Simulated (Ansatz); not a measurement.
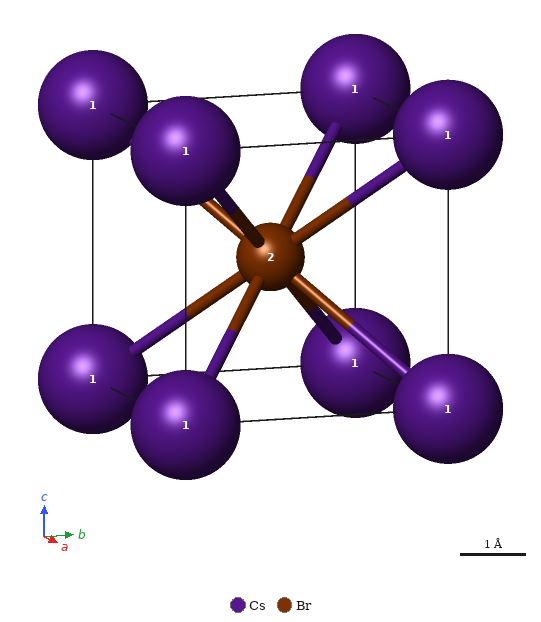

The structure as given in the input (ball-and-stick view of the cell of the calculation, seen slightly off an axis; atoms are numbered from 1 in the order of the input). Near neighbours in the crystal (not all of them lie inside the picture): Cs has 8 Br at 3.74 Å; Br has 8 Cs at 3.74 Å.

## CsBr: single-point calculation

- system: CsBr (Pm-3m, 2 atoms in the cell)
- method: DFT, HSE06, plane waves, PAW, no spin polarisation (Ansatz 0.2.0)

The structure derives from an entry of the Crystallography Open Database. The geometry comes from this level: r2SCAN. Figures and captions count atoms from 1; the log counts them from 0 in places.

## What the program printed
```
Warning: output.stress: scf.convergence.dr2_threshold = 1e-7 eV (the SCF's general default) is looser than the 2e-10 eV advised for a printed stress (1e-10 eV for each atom of the cell: 2). What an SCF threshold leaves in a stress goes as its square root, and in the free energy as the threshold itself, and one threshold admits the most on a small cell: of the crystals measured, under no hybrid functional and no lock of the moments, on runs that ended without the residual-converged pass, on stresses that held no estimate of that error, the worst erred by over 100 MPa in a component at 1e-7 eV an atom and by under 5 at 1e-10. Set scf.convergence.dr2_threshold to 2e-10 eV or tighter. The threshold is an SCF's pass mark: one that does not reach it within its budget of iterations ends unconverged, or closes short of it on a stop that the run arms, and scf.convergence.dr2_threshold's page says what that costs each kind of run
Warning: output.stress: scf.exx.energy_threshold = 1e-6 eV is looser than the 2e-8 eV advised for a stress under a hybrid functional (1e-8 eV for each atom of the cell: 2). Every SCF of the exchange loop can meet its threshold on dr2 while the loop round them stops early: no threshold on dr2 bounds what that leaves in the stress. Set scf.exx.energy_threshold to 2e-8 eV or tighter. The threshold is the loop's pass mark: a loop that does not reach it within its budget of cycles ends unconverged, and scf.exx.energy_threshold's page has the law
scf.n_extra_bands = 4 over 8 filled bands (N_el = 16.0): the run solves 12 bands
Engine: ansatz 0.2.0, aarch64-unknown-linux-gnu
Pseudopotentials: kind: paw
Pseudopotential: Cs, paw, valence charge 9, recommended cutoff 420 eV (normal), Cs.paw.azcp
Pseudopotential: Br, paw, valence charge 7, recommended cutoff 420 eV (normal), Br.paw.azcp
Functional definition: HSE06
  parameter a = 0.25
  parameter omega = 0.11/bohr
  exchange = pbe_x - a*pbe_x_sr(omega) + a*exact_x_sr(omega)
  correlation = pbe_c
davidson cushion auto → on  (no smearing: the cushion is to keep the highest requested band from converging to the state above it; pin scf.eigensolver.cushion to override)
Crystal: 2 atoms, lattice volume = 80.599 Å³
Basis set: ecut = 420 eV, 1575 PW (Γ), exchange–correlation on 60×60×60 points (8 copies of the dense FFT grid, shifted against one another)
Bands: 12, of which v1, the nominal top of the filled ones, is band 8 counted from 1 (7 counted from 0)
Symmetry: 48 space group operations
Space group: Pm-3m (ITA 221), of the structure as read, at distance tolerance 4.3e-5 Å
k-points: 10 of 64
Non-local potential: Cs, projectors of the file, l = 0: 3, l = 1: 2, l = 2: 2, l = 3: 2
Non-local potential: Br, projectors of the file, l = 0: 2, l = 1: 2, l = 2: 2
PAW form: soft (Blöchl's): semilocal exchange-correlation on the pseudo side does not see the compensation charge
PAW frozen core: Cs, regenerated for the run's functional, and the local potential with it (the file was generated under x = pbe(κ = 0.804, μ = 0.2195149727645171), c = pbe(β = 0.06672455060314922))
PAW frozen core: Br, regenerated for the run's functional, and the local potential with it (the file was generated under x = pbe(κ = 0.804, μ = 0.2195149727645171), c = pbe(β = 0.06672455060314922))
PAW one-centre angular grid: Cs, 194 points (default); XC on 96 Gauss nodes
PAW one-centre angular grid: Br, 110 points (default); XC on 64 Gauss nodes
Initial density: superposition of atomic densities (neutral atoms: chi_scale 0, normalization atom), corrected by the library's trained network
Initial wavefunctions: pseudopotential atomic-orbital guess
Functional: x = pbe(κ = 0.804, μ = 0.2195149727645171), c = pbe(β = 0.06672455060314922), warm-up for x = pbe(κ = 0.804, μ = 0.2195149727645171) + 0.25 (exact − pbe) at short range (hse, ω = 0.20786987370883472 Å⁻¹), c = pbe(β = 0.06672455060314922); HSE06 as pw.x's `hse` composes it (authors' and Libxc's form: `xc: wpbeh`)
SCF iter   1: F=—  HF=-8457.469957 eV  |F-HF|=—  |Δ(HF+E_count)|=         —  Δρ=1.13e-3  dr2=1.67e-3  ethr=1.77e-3  ⟨swp⟩=2.7  Hψ=968  notcnv=0
preconditioner: auto → none  [insulator: Δε(μ)=4.417 eV  Ē_g=11.675 eV  n_scr=18 (ndim 8)  ℏωp=15.5 eV  f_vac=0.000]
iter 2 solved again at ethr=2.21e-7 eV; its pass at ethr=1.04e-5 eV (dr2=3.54e-5 eV) is discarded
SCF iter   2: F=-8457.469802 eV  HF=-8457.469737 eV  |F-HF|=6.54e-5  |Δ(HF+E_count)|=   2.20e-4  Δρ=1.95e-4  dr2=3.31e-5  ethr=2.21e-7  ⟨swp⟩=4.4  Hψ=847  notcnv=0  defer=1
SCF 1 stopped early in 2 iterations: F = -8457.469802 eV  dr2 = 3.31e-5
  greatest PAW one-centre occupation: 0.925 electrons in one spin orbital (limit 2), on the Cs atom at site 0 (counted from 0), in its partial waves of l = 0
Initial density: handed on by an earlier stage of this run
Initial wavefunctions: those handed on with the density
Functional: x = pbe(κ = 0.804, μ = 0.2195149727645171) + 0.25 (exact − pbe) at short range (hse, ω = 0.20786987370883472 Å⁻¹), c = pbe(β = 0.06672455060314922); HSE06 as pw.x's `hse` composes it (authors' and Libxc's form: `xc: wpbeh`)
Exchange kernel: α = 0.2500, screened, ω = 0.2079 Å⁻¹, Wigner–Seitz truncation, v(0) = 1040.3814 eV·Å³, q-mesh 4×4×4, nearest image of the exchange supercell L = 17.28 Å, pair-density grid 18×18×18, without the augmentation charges, whose exchange is taken in its separable form by FFT convolution over the k-point mesh (sized by the pseudopotential files, 30×30×30 at the most), smooth part of the exact exchange by density-matrix convolution
Frozen-core exchange: fock
SCF iter   1: F=—  HF=-8464.457726 eV  |F-HF|=—  |Δ(HF+E_count)|=         —  Δρ=2.59e-3  dr2=5.63e-3  ethr=2.07e-6  ⟨swp⟩=8.0  Hψ=716  notcnv=0
preconditioner: auto → none  [insulator: Δε(μ)=5.646 eV  Ē_g=13.239 eV  n_scr=18 (ndim 8)  ℏωp=15.5 eV  f_vac=0.000]
SCF iter   2: F=—  HF=-8464.455776 eV  |F-HF|=—  |Δ(HF+E_count)|=   1.95e-3  Δρ=1.13e-3  dr2=7.27e-4  ethr=2.07e-6  ⟨swp⟩=4.2  Hψ=438  notcnv=0  defer=1
SCF iter   3: F=—  HF=-8464.457513 eV  |F-HF|=—  |Δ(HF+E_count)|=   1.74e-3  Δρ=4.52e-4  dr2=1.83e-4  ethr=2.07e-6  ⟨swp⟩=3.1  Hψ=354  notcnv=0
SCF iter   4: F=—  HF=-8464.457459 eV  |F-HF|=—  |Δ(HF+E_count)|=   5.47e-5  Δρ=6.97e-5  dr2=5.69e-6  ethr=1.10e-6  ⟨swp⟩=3.0  Hψ=307  notcnv=0
SCF iter   5: F=-8464.457476 eV  HF=-8464.457477 eV  |F-HF|=1.40e-6  |Δ(HF+E_count)|=   1.83e-5  Δρ=2.61e-5  dr2=1.10e-6  ethr=2.44e-8  ⟨swp⟩=4.1  Hψ=437  notcnv=0
SCF 2 stopped early in 5 iterations: F = -8464.457476 eV  dr2 = 1.10e-6
  greatest PAW one-centre occupation: 0.928 electrons in one spin orbital (limit 2), on the Cs atom at site 0 (counted from 0), in its partial waves of l = 0
hybrid outer 1: dexx = +2.364e-3 eV, tail = 1.03e-5 eV
Exchange kernel: α = 0.2500, screened, ω = 0.2079 Å⁻¹, Wigner–Seitz truncation, v(0) = 1040.3814 eV·Å³, q-mesh 4×4×4, nearest image of the exchange supercell L = 17.28 Å, pair-density grid 18×18×18, without the augmentation charges, whose exchange is taken in its separable form by FFT convolution over the k-point mesh (sized by the pseudopotential files, 30×30×30 at the most), smooth part of the exact exchange by density-matrix convolution
Frozen-core exchange: fock
SCF iter   1: F=—  HF=-8464.457767 eV  |F-HF|=—  |Δ(HF+E_count)|=         —  Δρ=2.23e-5  dr2=1.26e-7  ethr=3.21e-7  ⟨swp⟩=3.0  Hψ=330  notcnv=0
preconditioner: auto → none  [insulator: Δε(μ)=5.611 eV  Ē_g=13.229 eV  n_scr=18 (ndim 8)  ℏωp=15.5 eV  f_vac=0.000]
SCF iter   2: F=—  HF=-8464.457767 eV  |F-HF|=—  |Δ(HF+E_count)|=   6.32e-8  Δρ=1.07e-5  dr2=3.72e-8  ethr=7.56e-10  ⟨swp⟩=4.5  Hψ=453  notcnv=0  defer=1
SCF iter   3: F=—  HF=-8464.457767 eV  |F-HF|=—  |Δ(HF+E_count)|=   9.35e-9  Δρ=5.44e-6  dr2=2.88e-8  ethr=2.04e-10  ⟨swp⟩=3.0  Hψ=395  notcnv=0
SCF iter   4: F=-8464.457767 eV  HF=-8464.457767 eV  |F-HF|=3.55e-9  |Δ(HF+E_count)|=   9.72e-9  Δρ=2.47e-6  dr2=8.90e-9  ethr=1.51e-10  ⟨swp⟩=2.0  Hψ=280  notcnv=0
SCF 3 converged in 4 iterations: F = -8464.457767 eV  dr2 = 8.90e-9
  Residual-converged pass: ⟨swp⟩=3.5  Hψ=323  notcnv=0  max |occ|·‖R‖ = 2.4e-6 eV (tolerance 2.4e-6 eV)  dr2=8.20e-9  dr2_onsite=2.73e-10  max |Δocc| = 0.0e0
  greatest PAW one-centre occupation: 0.929 electrons in one spin orbital (limit 2), on the Cs atom at site 0 (counted from 0), in its partial waves of l = 0
```

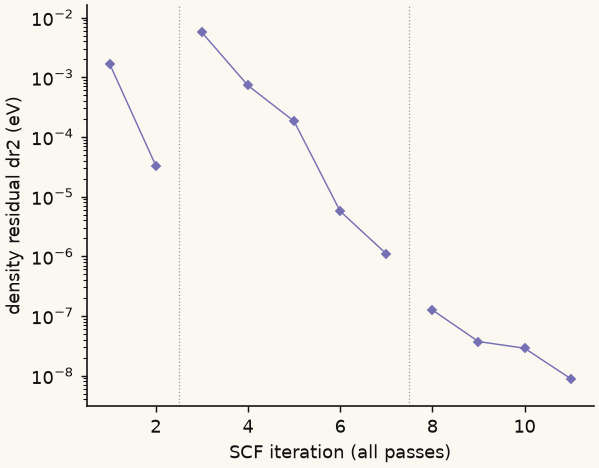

Convergence of the self-consistent field: density residual dr2 against the SCF iteration. The run starts with a semilocal functional; after that each stretch between dotted lines is one SCF of the hybrid functional between two exact rebuilds of the exchange operator by the outer loop. Early passes are stopped at a loose threshold. The passes take 2, 5 and 4 iterations.

```
hybrid outer 2: dexx = +1.463e-7 eV, tail = 2.16e-8 eV, Δε = 1.47e-3 eV (about 6.41e-5 eV left of the loop's levels)
NSCF: frozen V_eff on 5 k-points
hybrid SCF converged: 2 outer / 9 inner (+2 warm-up), last move |dexx| = 1.46e-7 eV, tail = 2.16e-8 eV
Stability not checked: this state was not tested for a lower state beside it, because the functional holds exact exchange (a hybrid, or Hartree-Fock), whose exchange loop this test does not read (fock_operator; see scf.lower_state_search)
Free energy (F): -8464.457768 eV
Frozen-core exchange: fock
Harris-Foulkes:  -8464.457768 eV  (|F-HF|=3.55e-9)
Internal energy: -8464.457768 eV  (E = F + TS)
E sigma→0 (E₀):  -8464.457768 eV
Fermi energy:    2.073703 eV
--- Per-component energies (eV) ---
  E_band       = -80.076360
  E_kinetic    = 276.419138
  E_local      = -421.921571  (includes V_loc(G=0)·N_el)
  E_nonlocal   = 100.044055
  E_hartree    = 124.766873
  E_xc         = -349.073755
  E_vxc        = -185.965318  (∫ρ·V_xc dr)
  E_exx        = -29.487970  (= α·E_x^exact, valence–valence)
  E_paw        = -7381.476033  (= ΣΔE_a)
  E_vpaw       = -39.208952  (= ΣTr[D̂ρ^β])
  E_aug_tail   = -0.000002  (compensation charges beyond the density's cutoff)
  E_ewald      = -783.207478
  E_core_change = -0.521018  (= ΣΔE_core)
  E_smearing   = -0.000000  (= −TS)
  E_closure    = -0.000006  (closes the sum)
  Σ components = -8464.457768   (vs F -8464.457768, Δ=0.00e0)
--- Forces (eV/Å), atoms counted from 1 ---
  atom   1  Cs    -0.00000000     0.00000000    -0.00000000
  atom   2  Br     0.00000000    -0.00000000    -0.00000000
  max |Σ_I F_I| component: 7.40e-31 eV/Å
--- Stress (GPa, compression-positive) ---
        0.385282       0.000000       0.000000
        0.000000       0.385282       0.000000
        0.000000       0.000000       0.385282
  P = ⅓ Tr σ = 0.3853 GPa (3.853 kbar)
--- Band table (eV; the first three rows and the last of 10) ---
  k-point 0: bands = ["-19.0220", "-11.2842", "-4.6308", "-4.6308", "-4.6308", "2.0717", "2.0717", "2.0717", "7.6845", "8.1559", "8.1559", "12.5300"]
  k-point 1: bands = ["-18.9946", "-11.2897", "-4.8261", "-4.5768", "-4.5768", "1.3282", "1.9760", "1.9760", "8.5554", "8.9838", "9.4139", "12.2528"]
  k-point 2: bands = ["-18.9668", "-11.2972", "-4.9994", "-4.5212", "-4.5212", "0.7394", "1.8761", "1.8761", "9.2162", "10.5439", "10.9526", "11.4397"]
  k-point 9: bands = ["-18.8760", "-11.0914", "-5.0247", "-5.0247", "-5.0247", "0.8911", "0.8911", "0.8911", "11.6454", "11.6454", "11.6454", "12.3640"]
```

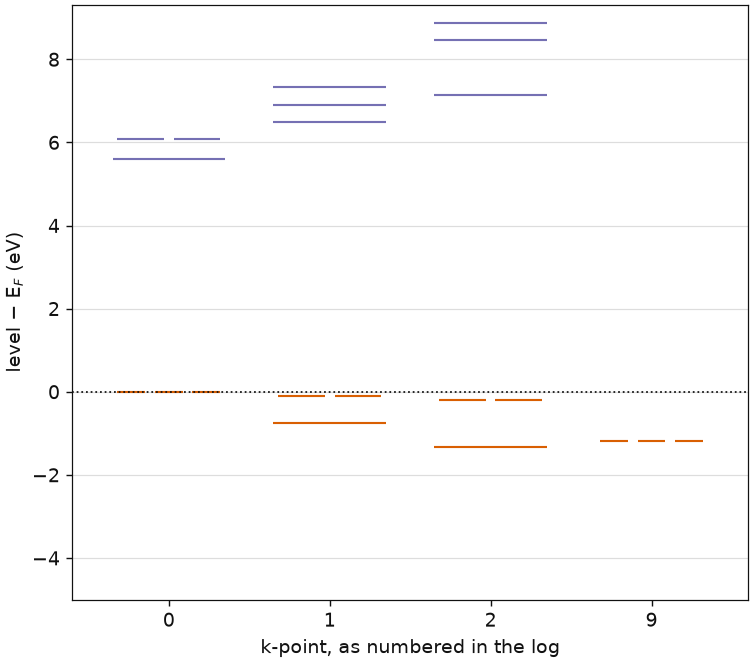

Kohn–Sham levels near the Fermi level (dotted) at the few k-points that the log prints; levels within 0.02 eV of each other stand side by side. Among these points the highest filled and lowest empty levels are 5.61 eV apart, which is the gap on the mesh.

This output came from the following input.

## The input
```yaml
crystal:
  lattice:
    - [4.3196005605, 0.0, 0.0]
    - [0.0, 4.3196005605, 0.0]
    - [0.0, 0.0, 4.3196005605]
  atoms:
    - { symbol: Cs, position: [0.0, 0.0, 0.0] }
    - { symbol: Br, position: [0.5, 0.5, 0.5] }
kpoints:
  mp_grid: { grid: [4, 4, 4] }
  band_path:
    path:
      - [0.0, 0.0, 0.0]
      - [0.0, 0.5, 0.0]
      - [0.5, 0.5, 0.0]
      - [0.5, 0.5, 0.5]
      - [0.0, 0.5, 0.5]
    npoints: 1
hamiltonian:
  xc: hse06
scf:
  occupations: { method: fixed }
  n_extra_bands: 4
output:
  forces: true
  stress: true
  eigenvalues: true
```

Launch command:
```bash
ansatz run input.yaml --threads 4 --pin off --max-ram 5529MiB --backend cpu --events-out ev --progress --plain --runs-dir out
```

## Results in brief

```json
{"quantity": "outcome", "value": "converged"}
{"quantity": "space group (tolerance 0.01 Å)", "value": "Pm-3m (221)"}
{"quantity": "electrons treated", "value": "16"}
{"quantity": "free energy", "value": "−8464.4578 eV"}
{"quantity": "Fermi energy", "value": "2.074 eV"}
{"quantity": "gap on the k-point mesh", "value": "5.61 eV"}
{"quantity": "pressure", "value": "0.39 GPa"}
{"quantity": "largest force (length of the vector)", "value": "under 0.001 eV/Å"}
{"quantity": "hardware", "value": "4 threads of Arm Neoverse V2, 24 GiB of memory available, shared host"}
{"quantity": "wall time", "value": "13 s (CPU time 48 s)"}
{"quantity": "peak memory", "value": "1.1 GiB"}
```

## Notes

The program warns: the exchange loop's threshold is looser than advised for the stress; the SCF threshold is looser than advised for the printed stress.
